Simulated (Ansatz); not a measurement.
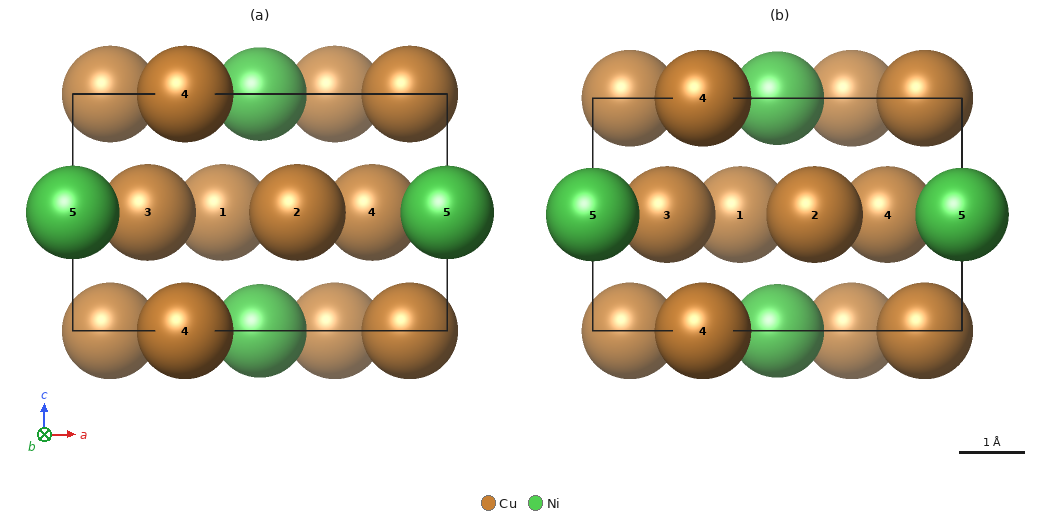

The structure of a crystal of Cu$_{4}$Ni (a generated structure, set up in I4/m) (coarse preliminary run) before (left) and after (right) a relaxation, at one scale.

Style: spheres-only. Shown: the conventional cell (2 times the calculation's cell), along the b axis. Lengths and directions refer to the drawn axes.

Computed with Ansatz, DFT PBE, scalar-relativistic, plane waves, PAW. Settings: plane-wave cutoff 420 eV; k-point mesh 6 × 6 × 6; occupations gaussian; smearing width 0.1 eV; collinear spin; cell and atoms relaxed; force threshold 0.04 eV/Å; at most 70 steps.

Question: What changed between the two?

Answer: The largest moves relative to the cell, 0.010 Å, are those of Cu1, Cu2, Cu3 and Cu4. Cu2 goes along [1 2 0]. Ni stays in place. The drawn cell changes as follows: a = b 5.783 → 5.702 Å (−1.4 %), c 3.657 → 3.593 Å (−1.8 %); the volume changes by −4.5 %. Some distances before and after: Cu1–Cu2 2.586 → 2.536 Å, Cu1–Ni5 2.586 → 2.541 Å, Cu1–Cu3 2.586 → 2.555 Å, Cu1–Cu2 (another image) 2.586 → 2.570 Å. The space group stays I4/m (No. 87). The energy falls by 11.7 meV per atom in 3 accepted moves (5 points after the start). Largest force component: 0.11 eV/Å at the start, 0.0013 eV/Å at the end. The pressure goes from −6.26 to 0.00 GPa. At 2 points the geometry stayed and the basis and grid were re-selected for the new cell (energy shift of 0.5 meV per atom at most each time). The program noted that the starting moments weren't kept.
